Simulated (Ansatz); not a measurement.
Run report: NbN, single-point calculation

NbN (Fm-3m, 4 atoms in the cell), computed with DFT PBE, scalar-relativistic, plane waves, PAW, no spin polarisation (Ansatz 0.2.0).

The structure derives from an entry of the Crystallography Open Database. It belongs to a series of runs on one base structure; here: bulk in the cell of the (0 0 1) plane. Figures and captions count atoms from 1; the log counts them from 0 in places.

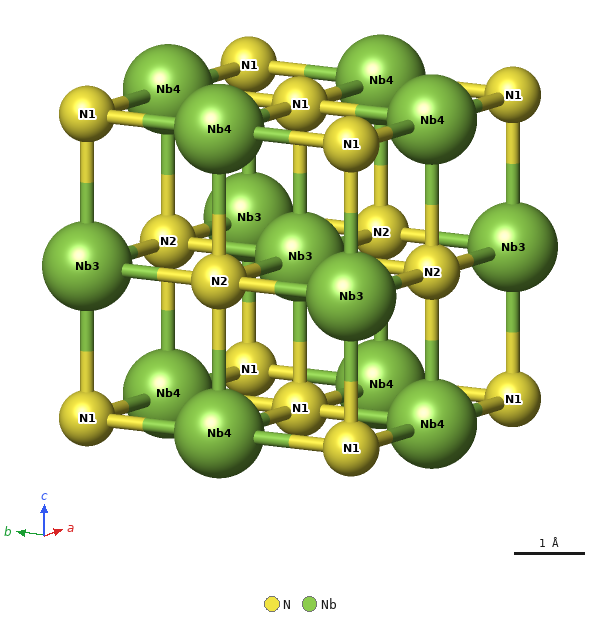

Figure 1. The structure (ball-and-stick view of the cell 2 times as large as that of the calculation, set on its symmetry axes, seen at an oblique angle; atoms are numbered from 1 in the order of the input). An atom can appear more than once, as a periodic image.

Results in brief:

```json
{"quantity": "outcome", "value": "converged"}
{"quantity": "space group (tolerance 0.01 Å)", "value": "Fm-3m (225)"}
{"quantity": "electrons treated", "value": "36"}
{"quantity": "free energy", "value": "−9876.4187 eV"}
{"quantity": "Fermi energy", "value": "20.161 eV"}
{"quantity": "gap on the k-point mesh", "value": "none (metallic)"}
{"quantity": "pressure", "value": "0.01 GPa"}
{"quantity": "largest force (length of the vector)", "value": "under 0.001 eV/Å"}
{"quantity": "hardware", "value": "4 threads of Intel Xeon (Granite Rapids), 16 GiB of memory available, shared host"}
{"quantity": "wall time", "value": "1.9 s (CPU time 4.7 s)"}
{"quantity": "peak memory", "value": "0.48 GiB"}
```

Input file:
```yaml
crystal:
  lattice:
    - [3.1265030849, 0.0, 0.0]
    - [0.0, 3.1265030849, 0.0]
    - [0.0, 0.0, 4.4215430654]
  atoms:
    - { symbol: "N", position: [0.0, 0.0, 0.0] }
    - { symbol: "N", position: [0.5, 0.5, 0.5] }
    - { symbol: Nb, position: [0.0, 0.0, 0.5] }
    - { symbol: Nb, position: [0.5, 0.5, 0.0] }
basis:
  ecutwfc: 420
kpoints:
  mp_grid: { grid: [12, 12, 8] }
hamiltonian:
  xc: pbe
scf:
  occupations: { method: gaussian, width: 0.1 }
output:
  forces: true
  stress: true
  eigenvalues: true
```

Launched with:
```bash
ansatz run input.yaml --threads 4 --pin off --max-ram 11264MiB --backend cpu --events-out ev --progress --plain --runs-dir out
```

The program's output:
```
Engine: ansatz 0.2.0, x86_64-unknown-linux-gnu
Pseudopotentials: kind: paw
Pseudopotential: N, paw, valence charge 5, recommended cutoff 420 eV (normal), N.paw.azcp
Pseudopotential: Nb, paw, valence charge 13, recommended cutoff 420 eV (normal), Nb.paw.azcp
Functional definition: PBE
  parameter kappa = 0.804
  parameter beta = 0.06672455060314922
  exchange = pbe_x(kappa = kappa, mu = beta*pi^2/3)
  correlation = pbe_c(beta = beta)
Crystal: 4 atoms, lattice volume = 43.221 Å³
Basis set: ecut = 420 eV, 855 PW (Γ), exchange–correlation on 48×48×60 points (8 copies of the dense FFT grid, shifted against one another)
Bands: 22, of which v1, the nominal top of the filled ones, is band 18 counted from 1 (17 counted from 0)
Symmetry: 32 space group operations
Space group: Fm-3m (ITA 225), of the structure as read, at distance tolerance 3.5e-5 Å
k-points: 140 of 1152
Non-local potential: N, projectors of the file, l = 0: 2, l = 1: 2, l = 2: 1
Non-local potential: Nb, projectors of the file, l = 0: 3, l = 1: 2, l = 2: 2, l = 3: 1
PAW form: soft (Blöchl's): semilocal exchange-correlation on the pseudo side does not see the compensation charge
PAW one-centre angular grid: N, 110 points (default); XC on 64 Gauss nodes
PAW one-centre angular grid: Nb, 590 points (default); XC on 64 Gauss nodes
Initial density: superposition of atomic densities (neutral atoms: chi_scale 0, normalization atom), corrected by the library's trained network
Initial wavefunctions: pseudopotential atomic-orbital guess
Functional: x = pbe(κ = 0.804, μ = 0.2195149727645171), c = pbe(β = 0.06672455060314922)
SCF iter   1: F=—  HF=-9876.418534 eV  |F-HF|=—  |Δ(HF+E_count)|=         —  Δρ=1.94e-3  dr2=6.75e-4  ethr=1.77e-3  ⟨swp⟩=5.0  Hψ=29043  notcnv=0
automatic band count: the SCF goes on with 26 bands, as 22 were too few: the levels above may hold too much charge
preconditioner: auto → Kerker (q_TF=auto, 2.646 Å⁻¹)  [metal: Δε(μ)=0.014 eV  Ē_g=10.011 eV  σ=0.100 eV  W_gap=0.08  n_scr=14 (ndim 8)  ℏωp=25.3 eV  f_vac=0.000  D(μ)=2.41/eV (n_scr^D=20)]
SCF iter   2: F=—  HF=-9876.418284 eV  |F-HF|=—  |Δ(HF+E_count)|=   2.50e-4  Δρ=1.20e-3  dr2=3.04e-4  ethr=1.87e-6  ⟨swp⟩=2.0  Hψ=6109  notcnv=0
SCF iter   3: F=—  HF=-9876.418459 eV  |F-HF|=—  |Δ(HF+E_count)|=   1.75e-4  Δρ=2.17e-4  dr2=1.72e-5  ethr=8.44e-7  ⟨swp⟩=2.0  Hψ=4464  notcnv=0
SCF iter   4: F=—  HF=-9876.418668 eV  |F-HF|=—  |Δ(HF+E_count)|=   2.09e-4  Δρ=9.11e-5  dr2=3.07e-6  ethr=4.77e-8  ⟨swp⟩=2.1  Hψ=4554  notcnv=0
iter 5 did not close the SCF: its close was put off for the readings that it lacked (scf_convergence_deferred on its scf_iter line)
SCF iter   5: F=-9876.418668 eV  HF=-9876.418668 eV  |F-HF|=1.89e-8  |Δ(HF+E_count)|=   1.64e-7  Δρ=1.23e-5  dr2=2.93e-8  ethr=8.53e-9  ⟨swp⟩=2.1  Hψ=4794  notcnv=0
SCF iter   6: F=-9876.418668 eV  HF=-9876.418668 eV  |F-HF|=6.78e-10  |Δ(HF+E_count)|=   2.24e-8  Δρ=2.09e-6  dr2=9.28e-10  ethr=8.14e-11  ⟨swp⟩=4.6  Hψ=13063  notcnv=0
SCF 1 converged in 6 iterations: F = -9876.418668 eV  dr2 = 9.28e-10
  greatest PAW one-centre occupation: 0.998 electrons in one spin orbital (limit 2), on the Nb atom at site 3 (counted from 0), in its partial waves of l = 0
```

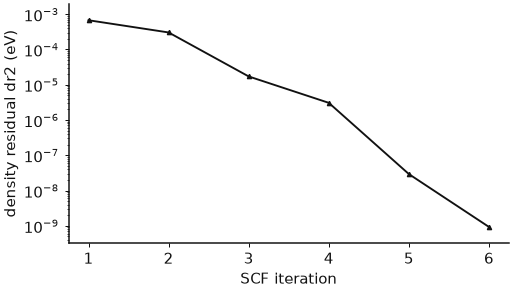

Figure 2. Convergence of the self-consistent field: density residual dr2 against the SCF iteration. The residual falls at every step.

```
SCF converged after 6 iterations
Free energy (F): -9876.418668 eV
Harris-Foulkes:  -9876.418668 eV  (|F-HF|=6.78e-10)
Internal energy: -9876.406613 eV  (E = F + TS)
E sigma→0 (E₀):  -9876.412641 eV
Entropy (-TS):   -0.012056 eV (-3.014 meV/atom)
Fermi energy:    20.160888 eV
--- Per-component energies (eV) ---
  E_band       = -33.846246
  E_kinetic    = 1054.970472
  E_local      = -1471.175863  (includes V_loc(G=0)·N_el)
  E_nonlocal   = 327.441924
  E_hartree    = 444.276443
  E_xc         = -473.866737
  E_vxc        = -582.426926  (∫ρ·V_xc dr)
  E_paw        = -6399.975342  (= ΣΔE_a)
  E_vpaw       = -251.209055  (= ΣTr[D̂ρ^β])
  E_aug_tail   = 0.000174  (compensation charges beyond the density's cutoff)
  E_ewald      = -3358.077683
  E_smearing   = -0.012056  (= −TS)
  E_closure    = -0.000000  (closes the sum)
  Σ components = -9876.418668   (vs F -9876.418668, Δ=0.00e0)
--- Forces (eV/Å), atoms counted from 1 ---
  atom   1  N     -0.00000000    -0.00000000     0.00000000
  atom   2  N     -0.00000000     0.00000000     0.00000000
  atom   3  Nb     0.00000000     0.00000000     0.00000000
  atom   4  Nb     0.00000000     0.00000000     0.00000000
  max |Σ_I F_I| component: 3.16e-30 eV/Å
--- Stress (GPa, compression-positive) ---
        0.219575       0.000000       0.000000
        0.000000       0.219575       0.000000
        0.000000       0.000000      -0.402001
  P = ⅓ Tr σ = 0.0124 GPa (0.124 kbar)
--- Band table (eV; the first three rows and the last of 140) ---
  k-point 0: bands = ["-36.2246", "-36.0589", "-12.7244", "-12.2257", "-12.2257", "-11.9084", "-11.9084", "-11.9081", "2.6755", "3.3803", "14.4594", "15.2431", "16.2083", "16.2083", "16.8844", "16.8844", "16.8851", "18.2094", "18.2097", "18.2097", "20.0303", "20.0306", "21.7233", "22.8775", "22.8775", "23.2240"]
  k-point 1: bands = ["-36.2184", "-36.0652", "-12.6996", "-12.2138", "-12.2138", "-11.9467", "-11.9206", "-11.9206", "2.7832", "3.4414", "14.1832", "15.3257", "16.0230", "16.1575", "16.1575", "16.6117", "16.6117", "18.0442", "18.6595", "18.6595", "20.0850", "20.8158", "21.6462", "22.8464", "22.8464", "23.5752"]
  k-point 2: bands = ["-36.2005", "-36.0833", "-12.6269", "-12.1798", "-12.1798", "-12.0528", "-11.9554", "-11.9554", "3.0664", "3.5851", "13.5705", "14.6427", "15.5692", "16.0367", "16.0367", "16.2240", "16.2240", "17.6120", "19.5525", "19.5525", "20.2442", "21.4337", "21.8224", "22.6824", "22.6824", "23.9767"]
  k-point 139: bands = ["-36.0585", "-36.0585", "-12.4795", "-12.4795", "-12.4795", "-12.4795", "-12.2634", "-12.2634", "3.9964", "3.9964", "13.5949", "13.5949", "14.2156", "14.2156", "14.2156", "14.2156", "20.0654", "20.0654", "20.0654", "20.0654", "22.8856", "22.8856", "23.4770", "23.4770", "24.6185", "24.6185"]
```

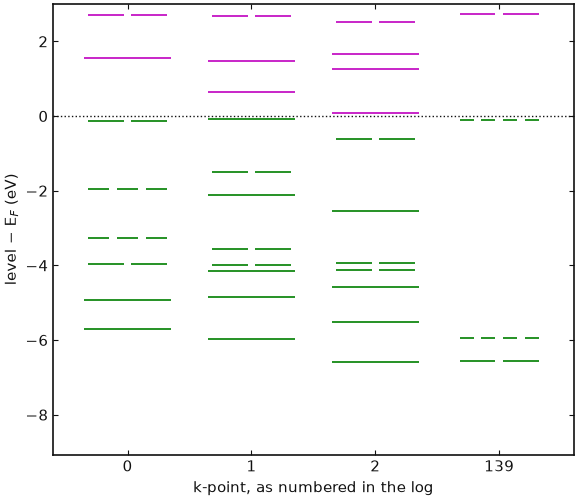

Figure 3. Kohn–Sham levels near the Fermi level (dotted) at the few k-points that the log prints; levels within 0.02 eV of each other stand side by side. The system is metallic on the full mesh.
